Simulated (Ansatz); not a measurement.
WSe$_{2}$: field-gradient calculation (part 2 of 2)

WSe$_{2}$ (P6₃/mmc, 6 atoms in the cell); DFT, PBE, PAW with Ansatz's default frozen-core files, scalar-relativistic, no spin polarisation (Ansatz 0.2.0); cutoff 420 eV, 11×11×3 k-mesh, Fermi–Dirac smearing of 0.08 eV. The structure derives from an entry of the Crystallography Open Database. It belongs to a series of runs on one base structure; here: zz strain of +2 %, PAW files.

Geometry of the input (Å; fractional positions):
```
3.2900  0.0000  0.0000
-1.6450  2.8492  0.0000
0.0000  0.0000  13.2294
W  0.3333  0.6667  0.2500
W  0.6667  0.3333  0.7500
Se 0.3333  0.6667  0.6210
Se 0.6667  0.3333  0.1210
Se 0.3333  0.6667  0.8790
Se 0.6667  0.3333  0.3790
```

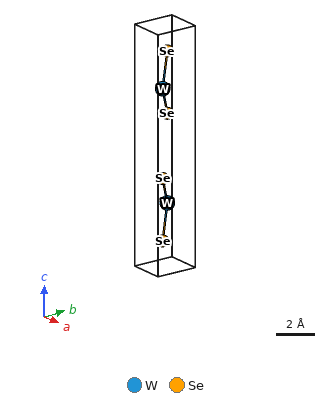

The input geometry (ball-and-stick view of the cell of the calculation, seen slightly off an axis).

**File rho_z.tsv, continued**
```
6.173720	8.933513e-2
6.320713	6.401990e-2
6.467707	4.999281e-2
6.614700	4.564137e-2
6.761693	4.999281e-2
6.908687	6.401990e-2
7.055680	8.933513e-2
7.202673	1.291839e-1
7.349667	1.852485e-1
7.496660	2.672169e-1
7.643653	4.166714e-1
7.790647	7.158936e-1
7.937640	1.239770e0
8.084633	1.845620e0
8.231627	2.095891e0
8.378620	1.761475e0
8.525613	1.172556e0
8.672607	7.299524e-1
8.819600	5.134649e-1
8.966593	4.433754e-1
9.113587	4.679064e-1
9.260580	5.755555e-1
9.407573	7.528370e-1
9.554567	9.429726e-1
9.701560	1.076739e0
9.848553	1.133495e0
9.995547	1.133495e0
10.142540	1.076739e0
10.289533	9.429726e-1
10.436527	7.528370e-1
10.583520	5.755555e-1
10.730513	4.679064e-1
10.877507	4.433754e-1
11.024500	5.134649e-1
11.171493	7.299524e-1
11.318487	1.172556e0
11.465480	1.761475e0
11.612473	2.095891e0
11.759467	1.845620e0
11.906460	1.239770e0
12.053453	7.158936e-1
12.200447	4.166714e-1
12.347440	2.672169e-1
12.494433	1.852485e-1
12.641427	1.291839e-1
12.788420	8.933513e-2
12.935413	6.401990e-2
13.082407	4.999281e-2
```

**File v_z.tsv**
```
# z_ang	v_es[eV]	v_tot[eV]
# format = ansatz-planar-average/11
# xc	pbe
# density_cutoff_ev	1680
# datasets	W=:simpson_from_first_knot:soft	Se=:simpson_from_first_knot:soft
# lattice	3.289998450	-0.000000000	0.000000000
# lattice	-1.644999225	2.849222237	0.000000000
# lattice	0.000000000	0.000000000	13.229400000
# sites	6
# site	74	0.000000000	1.899481491	3.307350000
# site	74	1.644999225	0.949740745	9.922050000
# site	34	0.000000000	1.899481491	8.215457400
# site	34	1.644999225	0.949740745	1.600757400
# site	34	0.000000000	1.899481491	11.628642600
# site	34	1.644999225	0.949740745	5.013942600
0.000000	1.651003e1	1.109435e1
0.146993	1.641928e1	1.085107e1
0.293987	1.612990e1	1.011611e1
0.440980	1.558759e1	8.945455e0
0.587973	1.463409e1	7.226289e0
0.734967	1.298387e1	4.684577e0
0.881960	1.099656e1	1.799170e0
1.028953	9.445943e0	-6.050898e-1
1.175947	8.520500e0	-2.356489e0
1.322940	7.999337e0	-3.619027e0
1.469933	7.689813e0	-4.482691e0
1.616927	7.500212e0	-4.977132e0
1.763920	7.352615e0	-5.172768e0
1.910913	7.204518e0	-5.157398e0
2.057907	7.038732e0	-5.048757e0
2.204900	6.948038e0	-4.900302e0
2.351893	6.883178e0	-4.883369e0
2.498887	6.240942e0	-5.654165e0
2.645880	4.432740e0	-7.858136e0
2.792873	1.836756e0	-1.108175e1
2.939867	-7.062201e-1	-1.429876e1
3.086860	-2.666720e0	-1.679325e1
3.233853	-3.723859e0	-1.813820e1
3.380847	-3.723859e0	-1.813820e1
3.527840	-2.666720e0	-1.679325e1
3.674833	-7.062201e-1	-1.429876e1
3.821827	1.836756e0	-1.108175e1
3.968820	4.432740e0	-7.858136e0
4.115813	6.240942e0	-5.654165e0
4.262807	6.883178e0	-4.883369e0
4.409800	6.948038e0	-4.900302e0
4.556793	7.038732e0	-5.048757e0
4.703787	7.204518e0	-5.157398e0
4.850780	7.352615e0	-5.172768e0
4.997773	7.500212e0	-4.977132e0
5.144767	7.689813e0	-4.482691e0
5.291760	7.999337e0	-3.619027e0
5.438753	8.520500e0	-2.356489e0
5.585747	9.445943e0	-6.050898e-1
5.732740	1.099656e1	1.799170e0
5.879733	1.298387e1	4.684577e0
6.026727	1.463409e1	7.226289e0
6.173720	1.558759e1	8.945455e0
6.320713	1.612990e1	1.011611e1
6.467707	1.641928e1	1.085107e1
6.614700	1.651003e1	1.109435e1
6.761693	1.641928e1	1.085107e1
6.908687	1.612990e1	1.011611e1
7.055680	1.558759e1	8.945455e0
7.202673	1.463409e1	7.226289e0
7.349667	1.298387e1	4.684577e0
7.496660	1.099656e1	1.799170e0
7.643653	9.445943e0	-6.050898e-1
7.790647	8.520500e0	-2.356489e0
7.937640	7.999337e0	-3.619027e0
8.084633	7.689813e0	-4.482691e0
8.231627	7.500212e0	-4.977132e0
8.378620	7.352615e0	-5.172768e0
8.525613	7.204518e0	-5.157398e0
8.672607	7.038732e0	-5.048757e0
8.819600	6.948038e0	-4.900302e0
8.966593	6.883178e0	-4.883369e0
9.113587	6.240942e0	-5.654165e0
9.260580	4.432740e0	-7.858136e0
9.407573	1.836756e0	-1.108175e1
9.554567	-7.062201e-1	-1.429876e1
9.701560	-2.666720e0	-1.679325e1
9.848553	-3.723859e0	-1.813820e1
9.995547	-3.723859e0	-1.813820e1
10.142540	-2.666720e0	-1.679325e1
10.289533	-7.062201e-1	-1.429876e1
10.436527	1.836756e0	-1.108175e1
10.583520	4.432740e0	-7.858136e0
10.730513	6.240942e0	-5.654165e0
10.877507	6.883178e0	-4.883369e0
11.024500	6.948038e0	-4.900302e0
11.171493	7.038732e0	-5.048757e0
11.318487	7.204518e0	-5.157398e0
11.465480	7.352615e0	-5.172768e0
11.612473	7.500212e0	-4.977132e0
11.759467	7.689813e0	-4.482691e0
11.906460	7.999337e0	-3.619027e0
12.053453	8.520500e0	-2.356489e0
12.200447	9.445943e0	-6.050898e-1
12.347440	1.099656e1	1.799170e0
12.494433	1.298387e1	4.684577e0
12.641427	1.463409e1	7.226289e0
12.788420	1.558759e1	8.945455e0
12.935413	1.612990e1	1.011611e1
13.082407	1.641928e1	1.085107e1
```

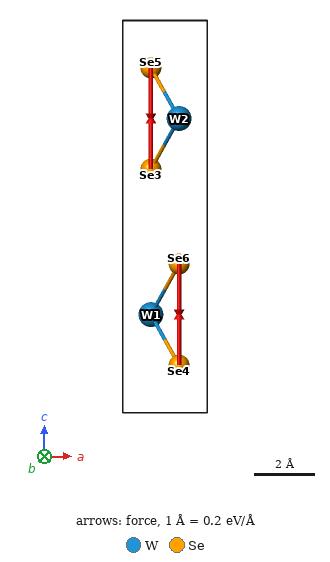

Forces on the atoms as red arrows (ball-and-stick view of the cell of the calculation, along the b axis; atoms are numbered from 1 in the order of the input). The largest act on all 4 Se atoms (0.37 eV/Å). The geometry is not a stationary point of this energy.

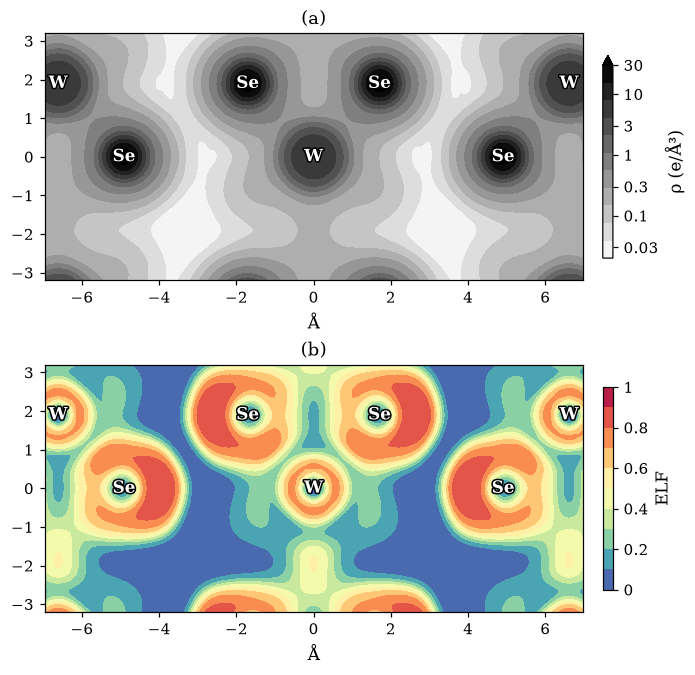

(a) valence pseudo-density; (b) electron localisation function on the (110) plane of the conventional cell. W–Se (2.55 Å): ρ is about 0.53 e/Å³ halfway; the ELF is about 0.55 at the midpoint. Away from the nuclei the density in this plane falls to 0.02 e/Å³ at its lowest. The strong features right at W lie inside the PAW spheres (semicore, d or f shells) and say nothing about bonding. Core electrons are frozen (PAW), so the fields are smoothed inside the atomic spheres.

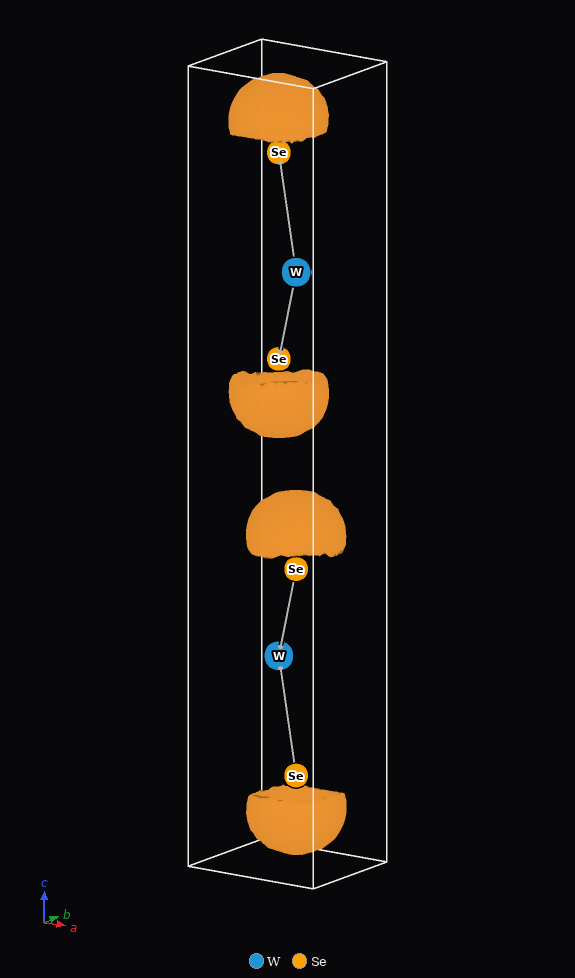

Isosurface of the electron localisation function at 0.8 (orange), seen slightly off an axis. Core shells and regions of very low density are left out. Sticks mark near contacts. The outline is the cell set on symmetry axes. Along the contacts the grid gives the following. W–Se (2.55 Å): the ELF is about 0.55 at the midpoint.

**Key numbers**

| quantity | value |
| --- | --- |
| outcome | converged |
| space group (tolerance 0.01 Å) | P6₃/mmc (194) |
| electrons treated | 92 |
| free energy | −42649.2339 eV |
| Fermi energy | 12.962 eV |
| pressure | 0.62 GPa |
| field gradient V_zz (10²¹ V/m²) | W −15.00, W −15.00, Se −6.46, Se −6.46, Se −6.46, Se −6.46 |
| largest force (length of the vector) | 0.369 eV/Å |
| hardware | 2 threads of Arm Neoverse V1, 24 GiB of memory available, shared host |
| wall time | 10 s (CPU time 19 s) |
| peak memory | 0.57 GiB |

**Remarks**

Warnings of the run: the field gradients leave out spin–orbit coupling. Spin–orbit coupling is left out, which matters for W.
